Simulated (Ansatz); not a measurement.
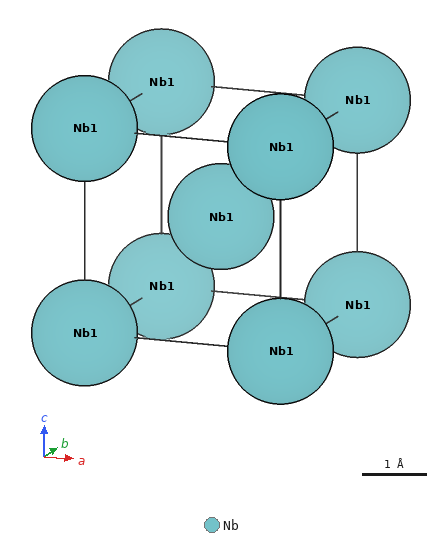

The input geometry (spheres-only view of the cell 2 times as large as that of the calculation, set on its symmetry axes, seen slightly off an axis; atoms are numbered from 1 in the order of the input).

Single-point calculation, with input and output: Nb

The run: single-point calculation of Nb (Im-3m, 1 atom in the cell). Method and program: DFT, PBE, plane waves, PAW, no spin polarisation (Ansatz 0.2.0).

The structure derives from an entry of the Crystallography Open Database. The geometry comes from this level: r2SCAN. Figures and captions count atoms from 1; the log counts them from 0 in places.

## Input
```yaml
crystal:
  lattice:
    - [-1.6521128878, 1.6521128878, 1.6521128878]
    - [1.6521128878, -1.6521128878, 1.6521128878]
    - [1.6521128878, 1.6521128878, -1.6521128878]
  atoms:
    - { symbol: Nb, position: [0.0, 0.0, 0.0] }
kpoints:
  mp_grid: { grid: [10, 10, 10] }
  band_path:
    path:
      - [[0.0, 0.0, 0.0], [0.5, -0.5, 0.5], [2.516195000517e-18, -2.516195000517e-18, 0.5], [0.0, 0.0, 0.0], [0.25, 0.25, 0.25], [0.5, -0.5, 0.5]]
      - [[0.25, 0.25, 0.25], [2.516195000517e-18, -2.516195000517e-18, 0.5]]
    npoints: 10
hamiltonian:
  xc: pbe
scf:
  occupations: { method: fermi_dirac, width: 0.02 }
  n_extra_bands: 4
output:
  forces: true
  stress: true
  eigenvalues: true
  write_density: true
  write_potential: true
  elf: true
  volumetric_format: npy
```

Run on 1 thread of Arm Neoverse V1, 112 GiB of memory available, shared host.

Command:
```bash
ansatz run input.yaml --threads 1 --pin off --max-ram 2304MiB --backend cpu --events-out ev --progress --plain --runs-dir out
```

## Output
```
scf.n_extra_bands = 4 over 7 filled bands (N_el = 13.0): the run solves 11 bands
Engine: ansatz 0.2.0, aarch64-unknown-linux-gnu
Pseudopotentials: kind: paw
Pseudopotential: Nb, paw, valence charge 13, recommended cutoff 420 eV (normal), Nb.paw.azcp
Functional definition: PBE
  parameter kappa = 0.804
  parameter beta = 0.06672455060314922
  exchange = pbe_x(kappa = kappa, mu = beta*pi^2/3)
  correlation = pbe_c(beta = beta)
Crystal: 1 atoms, lattice volume = 18.038 Å³
Basis set: ecut = 420 eV, 369 PW (Γ), exchange–correlation on 40×40×40 points (8 copies of the dense FFT grid, shifted against one another)
Bands: 11, of which v1, the nominal top of the filled ones, is band 7 counted from 1 (6 counted from 0)
Symmetry: 48 space group operations
Space group: Im-3m (ITA 229), of the structure as read, at distance tolerance 2.6e-5 Å
k-points: 47 of 1000
Non-local potential: Nb, projectors of the file, l = 0: 3, l = 1: 2, l = 2: 2, l = 3: 1
PAW form: soft (Blöchl's): semilocal exchange-correlation on the pseudo side does not see the compensation charge
PAW one-centre angular grid: Nb, 590 points (default); XC on 64 Gauss nodes
Initial density: superposition of atomic densities (neutral atoms: chi_scale 0, normalization atom), corrected by the library's trained network
Initial wavefunctions: pseudopotential atomic-orbital guess
Functional: x = pbe(κ = 0.804, μ = 0.2195149727645171), c = pbe(β = 0.06672455060314922)
SCF iter   1: F=—  HF=-4552.261463 eV  |F-HF|=—  |Δ(HF+E_count)|=         —  Δρ=3.56e-3  dr2=1.71e-3  ethr=1.77e-3  ⟨swp⟩=5.6  Hψ=3046  notcnv=0
preconditioner: auto → none  [insulator: Δε(μ)=0.064 eV  Ē_g=7.596 eV  σ=0.020 eV  W_gap=0.63  n_scr=0 (ndim 8)  ℏωp=19.6 eV  f_vac=0.000  D(μ)=0.95/eV (n_scr^D=12)  ε∞_Penn≈7.6]
SCF iter   2: F=—  HF=-4552.261271 eV  |F-HF|=—  |Δ(HF+E_count)|=   1.92e-4  Δρ=1.53e-3  dr2=2.06e-4  ethr=1.32e-5  ⟨swp⟩=2.3  Hψ=1231  notcnv=0  defer=9
SCF iter   3: F=—  HF=-4552.261283 eV  |F-HF|=—  |Δ(HF+E_count)|=   1.17e-5  Δρ=4.10e-4  dr2=1.66e-5  ethr=1.58e-6  ⟨swp⟩=1.0  Hψ=505  notcnv=0  defer=9
SCF iter   4: F=—  HF=-4552.261283 eV  |F-HF|=—  |Δ(HF+E_count)|=   1.45e-7  Δρ=3.42e-5  dr2=5.38e-8  ethr=1.28e-7  ⟨swp⟩=1.3  Hψ=549  notcnv=0  defer=9
iter 5 did not close the SCF: its close was put off for the readings that it lacked (scf_convergence_deferred on its scf_iter line)
SCF iter   5: F=-4552.261283 eV  HF=-4552.261283 eV  |F-HF|=4.24e-10  |Δ(HF+E_count)|=   3.16e-8  Δρ=4.39e-6  dr2=1.09e-9  ethr=4.14e-10  ⟨swp⟩=2.3  Hψ=788  notcnv=0  defer=9
SCF iter   6: F=-4552.261283 eV  HF=-4552.261283 eV  |F-HF|=1.27e-11  |Δ(HF+E_count)|=  3.74e-10  Δρ=7.19e-7  dr2=1.89e-11  ethr=8.40e-12  ⟨swp⟩=4.9  Hψ=2294  notcnv=0
SCF 1 converged in 6 iterations: F = -4552.261283 eV  dr2 = 1.89e-11
  greatest PAW one-centre occupation: 0.998 electrons in one spin orbital (limit 2), on the Nb atom at site 0 (counted from 0), in its partial waves of l = 0
NSCF: frozen V_eff on 62 k-points
SCF converged after 6 iterations
Free energy (F): -4552.261283 eV
Harris-Foulkes:  -4552.261283 eV  (|F-HF|=1.27e-11)
Internal energy: -4552.259726 eV  (E = F + TS)
E sigma→0 (E₀):  -4552.260505 eV
Entropy (-TS):   -0.001557 eV (-1.557 meV/atom)
Fermi energy:    17.754893 eV
--- Per-component energies (eV) ---
  E_band       = -67.671372
  E_kinetic    = 395.259629
  E_local      = -694.301454  (includes V_loc(G=0)·N_el)
  E_nonlocal   = 119.903793
  E_hartree    = 216.190915
  E_xc         = -175.742097
  E_vxc        = -213.223313  (∫ρ·V_xc dr)
  E_paw        = -3073.435025  (= ΣΔE_a)
  E_vpaw       = -107.691877  (= ΣTr[D̂ρ^β])
  E_aug_tail   = 0.000007  (compensation charges beyond the density's cutoff)
  E_ewald      = -1340.135494
  E_smearing   = -0.001557  (= −TS)
  E_closure    = 0.000000  (closes the sum)
  Σ components = -4552.261283   (vs F -4552.261283, Δ=0.00e0)
--- Forces (eV/Å), atoms counted from 1 ---
  atom   1  Nb    -0.00000000     0.00000000     0.00000000
  max |Σ_I F_I| component: 8.22e-32 eV/Å
--- Stress (GPa, compression-positive) ---
        1.305298       0.000000       0.000000
       -0.000000       1.305298      -0.000000
        0.000000       0.000000       1.305298
  P = ⅓ Tr σ = 1.3053 GPa (13.053 kbar)
--- Band table (eV; the first three rows and the last of 47) ---
  k-point 0: bands = ["-36.5859", "-11.9017", "-11.9017", "-11.9017", "11.8415", "18.1140", "18.1140", "18.1140", "21.0189", "21.0189", "31.8790"]
  k-point 1: bands = ["-36.5629", "-12.0405", "-11.9440", "-11.9029", "12.2449", "17.8692", "18.0416", "18.5065", "20.6833", "21.0231", "32.1882"]
  k-point 2: bands = ["-36.5023", "-12.3931", "-12.0531", "-11.9060", "13.2549", "17.2952", "17.7347", "19.6346", "20.4134", "21.0889", "32.4333"]
  k-point 46: bands = ["-36.1685", "-12.8275", "-12.8275", "-12.8275", "14.0324", "14.0324", "23.3453", "23.3453", "23.3453", "26.8054", "26.8054"]
```

## File rho_z.tsv
```
# z_ang	rho[e/angstrom^3]
# format = ansatz-planar-average/11
# lattice	-1.652112888	1.652112888	1.652112888
# lattice	1.652112888	-1.652112888	1.652112888
# lattice	1.652112888	1.652112888	-1.652112888
# sites	1
# site	41	0.000000000	0.000000000	0.000000000
0.000000	1.286217e0
0.143077	1.261931e0
0.286154	1.183057e0
0.429232	1.043533e0
0.572309	8.573577e-1
0.715386	6.604778e-1
0.858463	4.914567e-1
1.001540	3.715522e-1
1.144617	3.005154e-1
1.287695	2.660866e-1
1.430772	2.561698e-1
1.573849	2.660866e-1
1.716926	3.005154e-1
1.860003	3.715522e-1
2.003080	4.914567e-1
2.146158	6.604778e-1
2.289235	8.573577e-1
2.432312	1.043533e0
2.575389	1.183057e0
2.718466	1.261931e0
```

## File v_z.tsv
```
# z_ang	v_es[eV]	v_tot[eV]
# format = ansatz-planar-average/11
# xc	pbe
# density_cutoff_ev	1680
# datasets	Nb=:simpson_from_first_knot:soft
# lattice	-1.652112888	1.652112888	1.652112888
# lattice	1.652112888	-1.652112888	1.652112888
# lattice	1.652112888	1.652112888	-1.652112888
# sites	1
# site	41	0.000000000	0.000000000	0.000000000
0.000000	-3.789028e0	-1.848743e1
0.143077	-3.234072e0	-1.783832e1
0.286154	-1.631050e0	-1.594618e1
0.429232	8.447669e-1	-1.298596e1
0.572309	3.926794e0	-9.253603e0
0.715386	7.273818e0	-5.155809e0
0.858463	1.049667e1	-1.178400e0
1.001540	1.321968e1	2.200616e0
1.144617	1.517788e1	4.632492e0
1.287695	1.628732e1	5.998704e0
1.430772	1.662993e1	6.415758e0
1.573849	1.628732e1	5.998704e0
1.716926	1.517788e1	4.632492e0
1.860003	1.321968e1	2.200616e0
2.003080	1.049667e1	-1.178400e0
2.146158	7.273818e0	-5.155809e0
2.289235	3.926794e0	-9.253603e0
2.432312	8.447669e-1	-1.298596e1
2.575389	-1.631050e0	-1.594618e1
2.718466	-3.234072e0	-1.783832e1
```

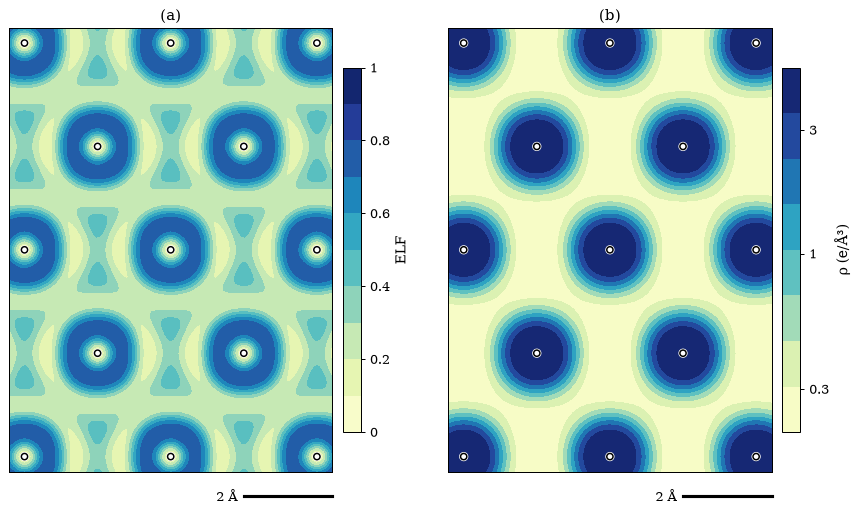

(a) electron localisation function; (b) valence electron density on the (011) plane of the conventional cell. Circles mark the nuclei in the plane (Nb). The section cuts through Nb sites. Nb–Nb (2.86 Å): ρ at the midpoint is about 0.29 e/Å³; the ELF is about 0.25 at the midpoint; no localised pair between them. Away from the nuclei the density in this plane falls to 0.2 e/Å³ at its lowest. The strong features right at Nb lie inside the PAW spheres (semicore, d or f shells) and say nothing about bonding. In a PAW calculation such maps are meaningful between the atoms, not at the nuclei.

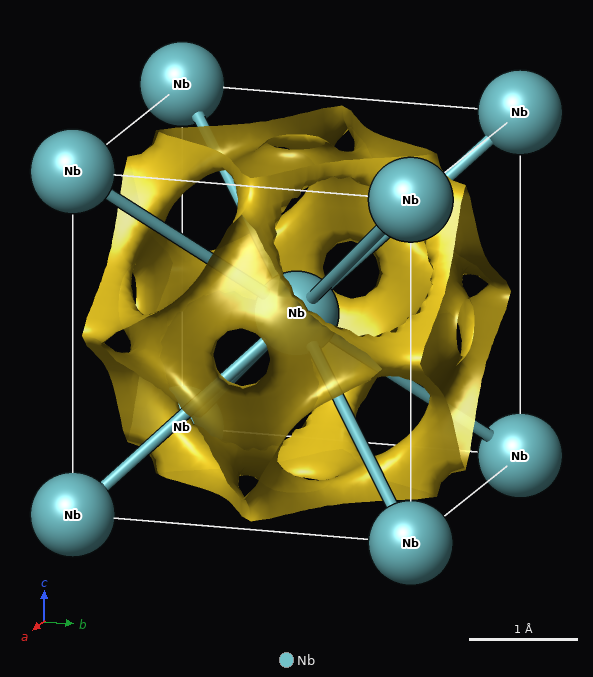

Isosurface of the electron localisation function at 0.4 (yellow), seen slightly off an axis. Core shells and regions of very low density are left out. Sticks mark near contacts. The outline is the cell set on symmetry axes. The ELF exceeds this value in one network that runs through the whole crystal, counted in one cell of 2 atoms. Along the contacts the grid gives the following. Nb–Nb (2.86 Å): the ELF is about 0.25 at the midpoint; no shared electron pair.

## Results in brief

- outcome: converged
- space group (tolerance 0.01 Å): Im-3m (229)
- electrons treated: 13
- free energy: −4552.2613 eV
- Fermi energy: 17.755 eV
- pressure: 1.31 GPa
- largest force (length of the vector): under 0.001 eV/Å
- wall time: 1.2 s
- peak memory: 0.25 GiB
